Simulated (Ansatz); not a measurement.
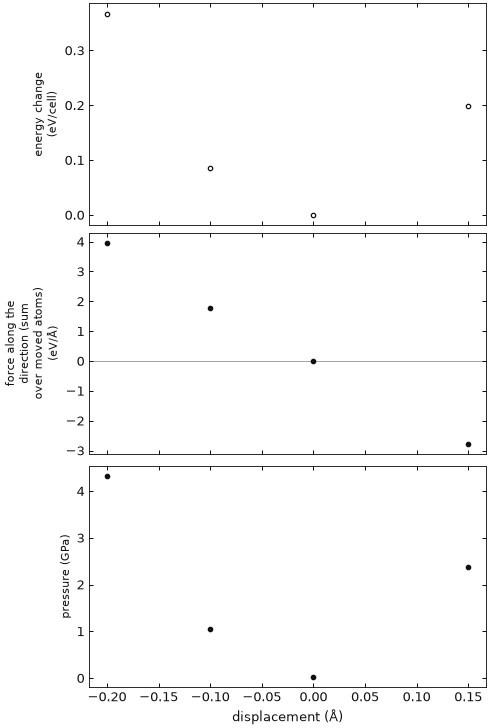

The picture above shows the energy change, force along the direction (sum over moved atoms) and pressure against displacement for SnO₂, space group R-3m (No. 166).

Starting cell:
```xyz
3
Lattice="1.6048 0.9265 4.3550 -1.6048 0.9265 4.3550 0.0000 -1.8531 4.3550" Properties=species:S:1:pos:R:3 pbc="T T T"
Sn    0.0000    0.0000    6.5324
O     0.0000    0.0000    3.1519
O     0.0000    0.0000    9.9130
```

How it was computed, with Ansatz 0.2.0: all atoms of one element of a crystal moved along a line, all else fixed, by plane-wave density functional theory with PAW datasets, free energies less that of the undisturbed cell, pressure positive in compression; scalar-relativistic. Level: r2SCAN, no spin polarisation.

- wave cutoff: 500 eV
- k mesh: 12×12×12
- occupations: Gaussian
- smearing width: 0.05 eV
- k shift: (0, 0, 0) (mesh steps)
- start: relaxed
- moved element: Sn
- direction: (0.5774, 0.5774, 0.5774) (Cartesian unit vector)

**Is the given structure stable along this path?**

Yes: the energy rises on both sides of the starting structure, which is therefore a minimum along this path.

**How does the force along the direction (sum over moved atoms) vary with displacement?**

It falls from 3.97 eV/Å at displacement −0.20 Å to −2.78 eV/Å at 0.15 Å, and changes sign near 0.00 Å.

**How does the pressure vary with displacement?**

It goes from 4.325 GPa at displacement −0.20 Å to 2.383 GPa at 0.15 Å, not monotonically, with a low of 0.017 GPa at 0.00 Å.
